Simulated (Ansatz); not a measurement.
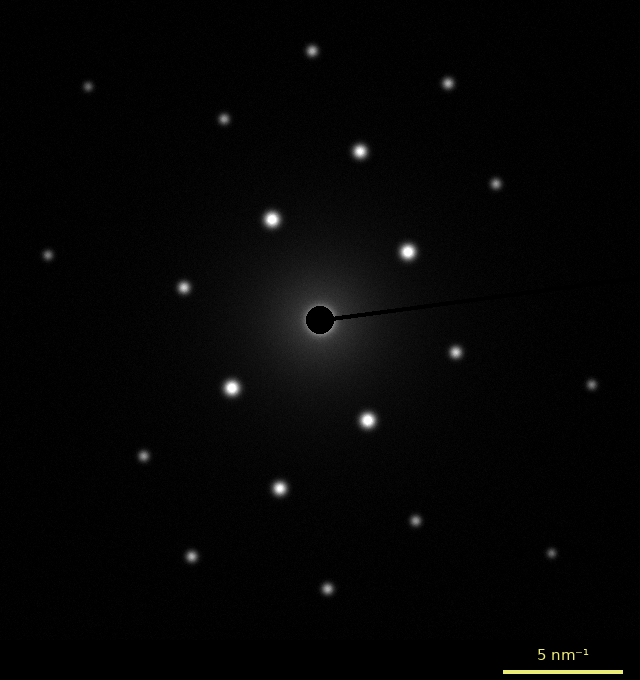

Kinematic zone-axis pattern, calculated for 200 keV electrons with B = 0.5 Å².

Phase: W, space group P6_3/mmc (No. 194), a = 2.74 Å, c = 4.86 Å (hexagonal axes). Structure: the input geometry of an electronic-structure calculation (not necessarily at equilibrium); the starting structure was generated, so it need not be a known form of this composition.

```
W
1.0
     2.73684    0.00000    0.00000
    -1.36842    2.37017    0.00000
     0.00000    0.00000    4.85706
W
2
Direct
  0.33333 0.66667 0.25000
  0.66667 0.33333 0.75000
```

Measure the pattern against the scale bar and name the zone.

Answer. The spots form a centred rectangular net with both shortest vectors at d = 2.13 Å, 77.8° apart. They index as 0 1 -1 and -1 1 1, so the zone axis is [211] (or an equivalent direction of <211>).
